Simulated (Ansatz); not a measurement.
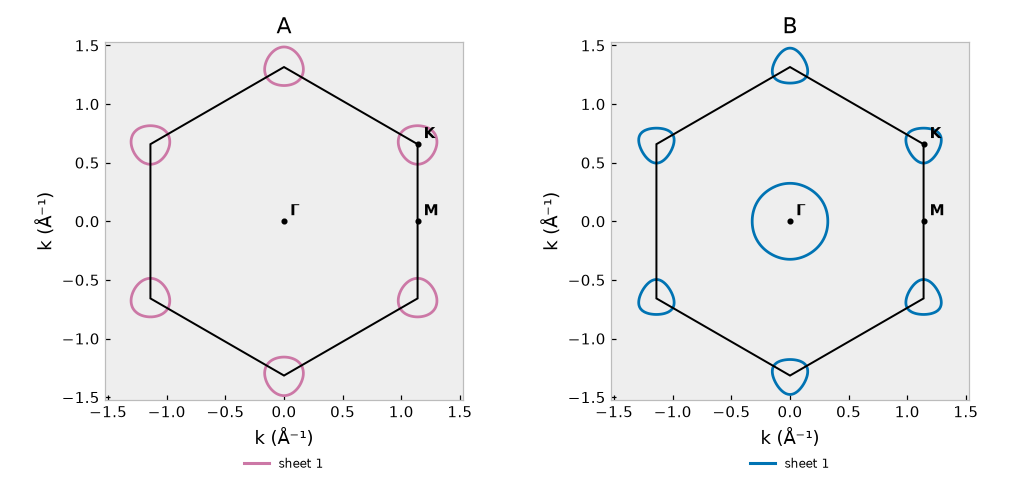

Constant-energy contours of one free-standing MoS2 layer cut from the bulk crystal (space group of the slab cell P-6m2) near its two band edges (0.20 eV into the valence band, 0.20 eV into the conduction band), in unknown order.

Computed with DFT PBE, scalar-relativistic, plane waves, PAW; levels and slopes on a dense k mesh at the converged density in Ansatz 0.2.0. No spin polarisation. Mesh 72×72×1, interpolated with the band slopes. Unrelaxed database geometry. The cell comes from a database of computed structures, not from a measurement.

Masses come from a second pass at points close to the extrema; at the energies drawn a band may no longer be parabolic.

Which panel shows the holes and which the electrons?

B shows the valence band (holes), A the conduction band (electrons).

Describe the extrema and the gap.

Valence band (extrema up to 0.20 eV from the edge): one maximum at Γ, mass 2.90 mₑ in all directions; two equivalent maxima at K, 0.07 eV below the edge, mass 0.55 mₑ in all directions. Band 13 forms the valence edge.
Conduction band (extrema up to 0.20 eV from the edge): two equivalent minima at K, mass 0.43 mₑ in all directions. Band 14 forms the conduction edge.
The gap is indirect, 1.59 eV at this level of theory (semilocal functionals give gaps that are too small, and can reorder valleys that lie close).

Spin-orbit coupling, left out here, can change the gap, its kind, the place of the band edges and the masses, since the compound holds Mo.
